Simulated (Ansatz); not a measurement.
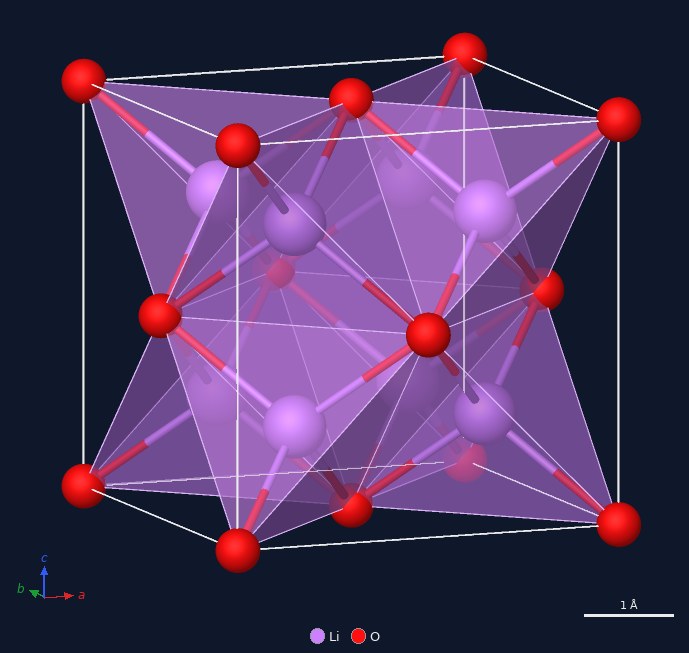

Structure drawing (polyhedral), viewed slightly off an axis. The box is the conventional unit cell; atoms on or close to its faces, edges and corners are drawn wherever they repeat.

Li$_{2}$O, antifluorite, space group Fm-3m (No. 225), a = 4.626 Å, b = 4.626 Å, c = 4.626 Å, α = 90.00°, β = 90.00°, γ = 90.00°. Source of the structure: a structure type filled with these elements by a generator (whether the compound takes this form wasn't checked). Earlier steps of the study may have refined or changed the cell and positions. A calculation with Ansatz used it as input.

This one geometry was computed with Ansatz (DFT, plane waves, PAW) at three levels of theory: r2SCAN, HSE06 and PBE.

Question: Which level gives the highest pressure at this volume, and what does that say about its equilibrium volume?

Answer: Highest: PBE (0.0 GPa), which points to the largest equilibrium volume. Lowest, with the smallest volume: r2SCAN (-2.8 GPa) and HSE06 (-3.2 GPa). Levels within 0.5 GPa of each other can't be told apart.

Question: How does the band gap change with the level of theory?

Answer: PBE: a gap of 4.98 eV, indirect; r2SCAN: a gap of 5.69 eV, indirect; HSE06: a gap of 6.57 eV, indirect.

Question: Collect the results in a table.

Answer:
| level | cutoff (eV) | k-mesh of the run's cell | gap (eV) | pressure (GPa) |
| --- | --- | --- | --- | --- |
| r2SCAN | 500 | 8×8×8 | 5.69 | -2.8 |
| HSE06 | 420 | 6×6×6 | 6.57 | -3.2 |
| PBE | 420 | 8×8×8 | 4.98 | 0.0 |

Gaps are taken on the k-mesh or band path of each run.
